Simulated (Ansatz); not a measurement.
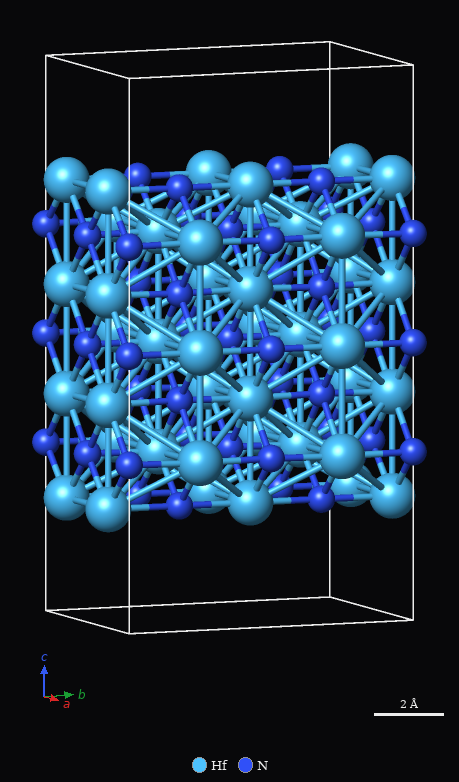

**Figure 1.** The input geometry (ball-and-stick view of the 2 × 2 repeat of the cell, with the vacuum cut short, seen slightly off an axis). Near neighbours in the crystal (not all of them lie inside the picture): Hf has 7 Hf at 3.07 to 3.18 Å and 4 N at 2.17 to 2.25 Å; N has 4 Hf at 2.14 to 2.25 Å; Hf has 11 Hf at 3.11 to 3.25 Å and 6 N at 2.14 to 2.31 Å; N has 6 Hf at 2.17 to 2.31 Å; Hf has 12 Hf at 3.07 to 3.25 Å and 6 N at 2.24 to 2.27 Å.

Band-structure calculation, with input and output: HfN (part 1 of 2)

HfN (slab, 14 atoms in the cell), computed with DFT PBEsol, scalar-relativistic, plane waves, PAW, no spin polarisation (Ansatz 0.2.0).

It belongs to a series of runs on one base structure; here: bands of the relaxed slab.

### Log
```
scf.n_extra_bands = 34 over 109 filled bands (N_el = 217.0): the run solves 143 bands
Engine: ansatz 0.2.0, x86_64-unknown-linux-gnu
Pseudopotentials: kind: paw
Pseudopotential: Hf, paw, valence charge 26, recommended cutoff 420 eV (normal), Hf.paw.azcp
Pseudopotential: N, paw, valence charge 5, recommended cutoff 420 eV (normal), N.paw.azcp
Functional definition: PBEsol
  exchange = pbesol_x
  correlation = pbesol_c
Crystal: 14 atoms, lattice volume = 351.761 Å³
Basis set: ecut = 420 eV, 6855 PW (Γ), exchange–correlation on 48×64×360 points (8 copies of the dense FFT grid, shifted against one another)
Bands: 143, of which v1, the nominal top of the filled ones, is band 109 counted from 1 (108 counted from 0)
Symmetry: 4 space group operations
k-points: 30 of 88
Non-local potential: Hf, projectors of the file, l = 0: 3, l = 1: 2, l = 2: 2, l = 3: 3
Non-local potential: N, projectors of the file, l = 0: 2, l = 1: 2, l = 2: 1
PAW form: soft (Blöchl's): semilocal exchange-correlation on the pseudo side does not see the compensation charge
PAW frozen core: Hf, regenerated for the run's functional, and the local potential with it (the file was generated under x = pbe(κ = 0.804, μ = 0.2195149727645171), c = pbe(β = 0.06672455060314922))
PAW frozen core: N, regenerated for the run's functional, and the local potential with it (the file was generated under x = pbe(κ = 0.804, μ = 0.2195149727645171), c = pbe(β = 0.06672455060314922))
PAW one-centre angular grid: Hf, 590 points (default); XC on 64 Gauss nodes
PAW one-centre angular grid: N, 110 points (default); XC on 64 Gauss nodes
Initial density: superposition of atomic densities (neutral atoms: chi_scale 0, normalization atom), corrected by the library's trained network
Initial wavefunctions: pseudopotential atomic-orbital guess
Functional: x = pbesol(κ = 0.804, μ = 0.12345679012345678), c = pbesol(β = 0.046)
SCF iter   1: F=—  HF=-111856.464509 eV  |F-HF|=—  |Δ(HF+E_count)|=         —  Δρ=7.83e-3  dr2=4.54e-1  ethr=1.77e-3  p=-0.000 e·Å  D=-2.19e-9 V/Å  ΔV_dip=0.00 eV  dr2_dipole=3.13e-7  V_vac-E_F(+/−)=3.82/3.82 eV  ⟨swp⟩=6.6  Hψ=16024  notcnv=0  defer=292
efield: sawtooth ramp at fractional position 0.9800 (placed from the atoms, in the widest stretch of the axis that holds none; the zero of the levels goes with the place), width 0.0400; the density the first Hamiltonian is built on has a dipole p = -0.000 e·Å; the dipole correction subtracts the counter field D = -2.19e-9 V/Å, which shifts the + side's vacuum level by +0.00 eV against the − side's; the planar-averaged density in the ramp window peaks in size at 3.3e-5 e/Å³
preconditioner: auto → LDOS  [metal: Δε(μ)=0.012 eV  Ē_g=18.607 eV  σ=0.100 eV  W_gap=0.07  n_scr=98 (ndim 8)  ℏωp=28.2 eV  f_vac=0.500  D(μ)=7.71/eV (n_scr^D=42)  β→1.0]
SCF iter   2: F=—  HF=-111856.443287 eV  |F-HF|=—  |Δ(HF+E_count)|=   2.12e-2  Δρ=5.60e-3  dr2=1.27e-1  ethr=2.09e-4  p=-0.000 e·Å  D=-6.49e-6 V/Å  ΔV_dip=0.00 eV  dr2_dipole=9.60e-7  V_vac-E_F(+/−)=3.65/3.65 eV  ⟨swp⟩=2.0  Hψ=7605  notcnv=0  defer=787
SCF iter   3: F=—  HF=-111856.425163 eV  |F-HF|=—  |Δ(HF+E_count)|=   1.81e-2  Δρ=9.73e-4  dr2=6.28e-3  ethr=5.83e-5  p=-0.000 e·Å  D=-4.56e-6 V/Å  ΔV_dip=0.00 eV  dr2_dipole=1.42e-9  V_vac-E_F(+/−)=3.66/3.66 eV  ⟨swp⟩=2.0  Hψ=6538  notcnv=0  defer=787
SCF iter   4: F=—  HF=-111856.424052 eV  |F-HF|=—  |Δ(HF+E_count)|=   1.11e-3  Δρ=3.07e-4  dr2=6.18e-4  ethr=2.89e-6  p=-0.000 e·Å  D=-3.78e-6 V/Å  ΔV_dip=0.00 eV  dr2_dipole=1.23e-9  V_vac-E_F(+/−)=3.63/3.63 eV  ⟨swp⟩=3.0  Hψ=7269  notcnv=0  defer=787
SCF iter   5: F=—  HF=-111856.424225 eV  |F-HF|=—  |Δ(HF+E_count)|=   1.72e-4  Δρ=1.69e-4  dr2=1.65e-4  ethr=2.85e-7  p=-0.000 e·Å  D=-2.59e-6 V/Å  ΔV_dip=0.00 eV  dr2_dipole=5.37e-9  V_vac-E_F(+/−)=3.61/3.61 eV  ⟨swp⟩=3.2  Hψ=7865  notcnv=0  defer=787
SCF iter   6: F=—  HF=-111856.424326 eV  |F-HF|=—  |Δ(HF+E_count)|=   1.02e-4  Δρ=7.24e-5  dr2=5.02e-5  ethr=7.59e-8  p=-0.000 e·Å  D=-1.56e-6 V/Å  ΔV_dip=0.00 eV  dr2_dipole=3.69e-10  V_vac-E_F(+/−)=3.60/3.60 eV  ⟨swp⟩=2.6  Hψ=6902  notcnv=0  defer=787
SCF iter   7: F=—  HF=-111856.424452 eV  |F-HF|=—  |Δ(HF+E_count)|=   1.25e-4  Δρ=3.15e-5  dr2=7.41e-6  ethr=2.31e-8  p=-0.000 e·Å  D=-5.25e-7 V/Å  ΔV_dip=0.00 eV  dr2_dipole=1.53e-10  V_vac-E_F(+/−)=3.58/3.58 eV  ⟨swp⟩=2.6  Hψ=6507  notcnv=0  defer=710
SCF iter   8: F=—  HF=-111856.424457 eV  |F-HF|=—  |Δ(HF+E_count)|=   4.81e-6  Δρ=1.51e-5  dr2=3.11e-6  ethr=3.41e-9  p=-0.000 e·Å  D=-2.07e-7 V/Å  ΔV_dip=0.00 eV  dr2_dipole=6.94e-12  V_vac-E_F(+/−)=3.58/3.58 eV  ⟨swp⟩=2.6  Hψ=6320  notcnv=0  defer=710
SCF iter   9: F=—  HF=-111856.424457 eV  |F-HF|=—  |Δ(HF+E_count)|=   5.97e-7  Δρ=9.03e-6  dr2=9.61e-7  ethr=1.43e-9  p=-0.000 e·Å  D=-6.36e-8 V/Å  ΔV_dip=0.00 eV  dr2_dipole=1.61e-14  V_vac-E_F(+/−)=3.58/3.58 eV  ⟨swp⟩=2.3  Hψ=6468  notcnv=0  defer=710
SCF iter  10: F=—  HF=-111856.424458 eV  |F-HF|=—  |Δ(HF+E_count)|=   5.11e-7  Δρ=3.74e-6  dr2=1.85e-7  ethr=4.43e-10  p=-0.000 e·Å  D=-4.39e-10 V/Å  ΔV_dip=0.00 eV  dr2_dipole=1.20e-12  V_vac-E_F(+/−)=3.58/3.58 eV  ⟨swp⟩=2.5  Hψ=5815  notcnv=0  defer=709
SCF iter  11: F=-111856.424458 eV  HF=-111856.424458 eV  |F-HF|=1.48e-8  |Δ(HF+E_count)|=   9.28e-8  Δρ=1.56e-6  dr2=8.42e-9  ethr=4.61e-11  p=0.000 e·Å  D=9.03e-9 V/Å  ΔV_dip=-0.00 eV  dr2_dipole=1.46e-15  V_vac-E_F(+/−)=3.58/3.58 eV  ⟨swp⟩=22.2  Hψ=44649  notcnv=0
SCF 1 converged in 11 iterations: F = -111856.424458 eV  dr2 = 8.42e-9
  greatest PAW one-centre occupation: 0.998 electrons in one spin orbital (limit 2), on the Hf atom at site 12 (counted from 0), in its partial waves of l = 3
```

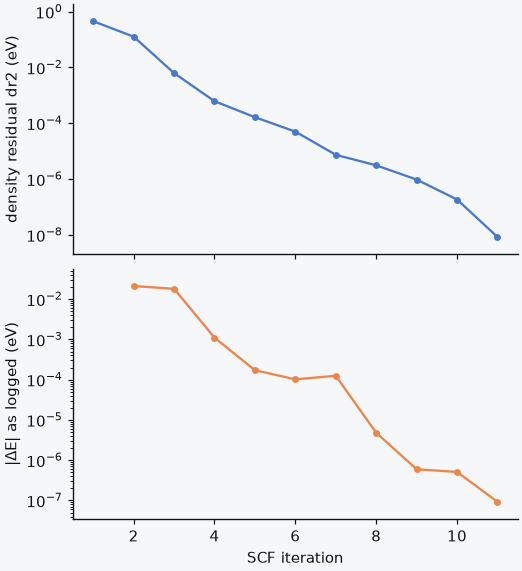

**Figure 2.** Convergence of the self-consistent field: density residual dr2 and size of the energy change against the SCF iteration. The residual falls at every step.

```
NSCF: frozen V_eff on 49 k-points
efield: sawtooth ramp at fractional position 0.9800 (kept from the solve that this one continues, or follows in the run), width 0.0400; the density the first Hamiltonian is built on has a dipole p = 0.000 e·Å; the dipole correction subtracts the counter field D = 9.03e-9 V/Å, which shifts the + side's vacuum level by -0.00 eV against the − side's; the planar-averaged density in the ramp window peaks in size at 2.1e-6 e/Å³
WARN: The output density's exchange-correlation potential varies sharply where the density is thin. Do not read a vacuum level from v_tot or v_xc, or from such a field of the output density. On a cell that repeats whose density bears no net charge and no dipole along the vacuum's axis use v_es (v_loc + v_h of the components); under efield.dipole_correction with no amplitude use v_es + v_field, which holds any external_charges[].barrier, or the levels of the report's work_function block, which leave it out; under a non-zero efield.amplitude the vacuum is tilted and has no level; on a cell that repeats and bears such a dipole with no correction it is tilted too, and efield.dipole_correction with no amplitude gives each side of its ramp a level where efield: is served; in a cell that repeats whose density bears a net charge (total_charge, or a fill off its count) it is curved and has none; of a slab under crystal.periodic whose density bears no net charge use v_es, which has a level on each side, short of where the two are joined; of another it falls or rises all the way out and has none; of a slab beside external_charges read slab_vacuum_level instead, which it has where they leave it neutral. The grid or the basis barely resolves most such structure, and the values can differ between equally converged runs; as a rule a tighter scf.convergence.dr2_threshold does not remove it. Where the density itself ripples (under the LDA too) a higher basis.ecutwfc lessens it. The files hold the spikes' plane waves up to the density's cutoff. Files: v_tot_of_output_density and the like, and their columns of v_z.tsv (output.write_potential); v_xc_of_output_density and the like, and their columns of v_comp_z.tsv (output.write_potential_components). Measured: with its Gaussian average of σ = 0.25 Å subtracted twice, the exchange-correlation potential is over 0.1 eV at 2785 of the grid points where the equally averaged density (valence and model cores) is under 1e-3 e/Å³, and 1.87 eV at the most among them, at an averaged density of 3.4e-7 e/Å³. The input density's (outcome.potential() and, of a run that writes arrays, v_tot and v_xc) is over 0.1 eV, so measured, at 80 points of its own thin density, 0.530 eV at the most. See output.write_potential in the manual, Limitations
SCF converged after 11 iterations
Free energy (F): -111856.424458 eV
Harris-Foulkes:  -111856.424458 eV  (|F-HF|=1.48e-8)
Internal energy: -111856.385872 eV  (E = F + TS)
E sigma→0 (E₀):  -111856.405165 eV
Entropy (-TS):   -0.038586 eV (-2.756 meV/atom)
Fermi energy:    8.869949 eV
Dipole field:    D = 0.000000 V/Å  (p = 0.000000 e·Å, saw-weighted, corrected)
Work function:   Φ+ = 3.5784 eV   Φ− = 3.5784 eV
Levels:          The Fermi level and band energies are counted from a zero that moves with the ramp; work functions are not
--- Per-component energies (eV) ---
  E_band       = -1922.389071
  E_kinetic    = 3888.893949
  E_local      = -402650.658048  (includes V_loc(G=0)·N_el)
  E_nonlocal   = -8347.850916
  E_hartree    = 198891.488197
  E_xc         = -2506.637485
  E_vxc        = -2402.804344  (∫ρ·V_xc dr)
  E_paw        = -48506.785365  (= ΣΔE_a)
  E_vpaw       = 9807.035038  (= ΣTr[D̂ρ^β])
  E_aug_tail   = 0.000637  (compensation charges beyond the density's cutoff)
  E_efield     = 0.000000  (sawtooth field / dipole correction)
  E_vefield    = -0.000000  (∫n·V_field dr)
  E_ewald      = 147366.208827
  E_core_change = 8.954333  (= ΣΔE_core)
  E_smearing   = -0.038586  (= −TS)
  E_closure    = -0.000000  (closes the sum)
  Σ components = -111856.424458   (vs F -111856.424458, Δ=0.00e0)
--- Forces (eV/Å), atoms counted from 1 ---
  atom   1  Hf     0.00000000     0.00000000     0.00966566
  atom   2  N      0.00000000     0.00000000    -0.01624345
  atom   3  Hf     0.00000000     0.00000000     0.00425558
  atom   4  N      0.00000000     0.00000000    -0.01612686
  atom   5  Hf     0.00000000     0.00000000    -0.01614008
  atom   6  N      0.00000000     0.00000000    -0.01398340
  atom   7  Hf     0.00000000     0.00000000     0.00000022
  atom   8  N      0.00000000     0.00000000    -0.00000018
  atom   9  Hf     0.00000000     0.00000000     0.01613919
  atom  10  N      0.00000000     0.00000000     0.01398379
  atom  11  Hf     0.00000000     0.00000000    -0.00425546
  atom  12  N      0.00000000     0.00000000     0.01612611
  atom  13  Hf     0.00000000     0.00000000    -0.00966503
  atom  14  N      0.00000000     0.00000000     0.01624366
  max |Σ_I F_I| component: 2.50e-7 eV/Å
--- Stress (GPa, compression-positive) ---
        1.058625       0.000000       0.000000
        0.000000      -5.051950       0.000000
        0.000000       0.000000       0.106391
  P = ⅓ Tr σ = -1.2956 GPa (-12.956 kbar)
--- Band table (eV; the first three rows and the last of 30) ---
  k-point 0: bands = ["-53.7690", "-53.7651", "-53.7632", "-53.6346", "-53.6326", "-53.3709", "-53.3708", "-22.8893", "-22.8870", "-22.8428", "-22.7216", "-22.6987", "-22.6239", "-22.5453", "-22.4459", "-22.4231", "-22.3968", "-22.3085", "-22.2924", "-22.2874", "-22.2030", "-22.1809", "-22.1525", "-22.0974", "-22.0323", "-22.0204", "-21.8992", "-21.8977", "-8.3285", "-7.7547", "-7.3572", "-6.9046", "-6.8316", "-5.6130", "-5.5630", "-3.7454", "-3.7450", "-3.7401", "-3.7395", "-3.7244", "-3.7241", "-3.7087", "-3.6934", "-3.6934", "-3.6923", "-3.6884", "-3.6884", "-3.6826", "-3.6784", "-3.6731", "-3.6725", "-3.6724", "-3.6640", "-3.6565", "-3.6305", "-3.6305", "-3.5904", "-3.5890", "-3.5763", "-3.5736", "-3.5620", "-3.5600", "-3.5547", "-3.5543", "-3.5520", "-3.5460", "-3.5433", "-3.5277", "-3.5250", "-3.5193", "-3.3193", "-3.3192", "-3.2904", "-3.2896", "-3.2886", "-3.2879", "-3.2847", "-3.2846", "-3.2642", "-3.2641", "-3.2552", "-3.2544", "-3.2201", "-3.2043", "1.4915", "1.7734", "2.5866", "3.1208", "3.2189", "3.3925", "3.4478", "3.4751", "3.5370", "3.6208", "4.1539", "4.4019", "4.4975", "4.5488", "4.9146", "5.1471", "5.8944", "5.9704", "6.2247", "6.2249", "6.6165", "6.7122", "7.8553", "8.6185", "8.7831", "8.9461", "9.0611", "9.2366", "9.2946", "9.5236", "10.0121", "10.1027", "10.1090", "10.4408", "10.9677", "11.0779", "11.3775", "11.4807", "11.5269", "11.5901", "11.5924", "11.9412", "12.0571", "12.5074", "12.5217", "12.6031", "12.7626", "12.8977", "12.9247", "13.5425", "13.6209", "13.9361", "13.9362", "13.9711", "14.2786", "14.4002", "14.6597", "15.0833", "15.1154"]
```
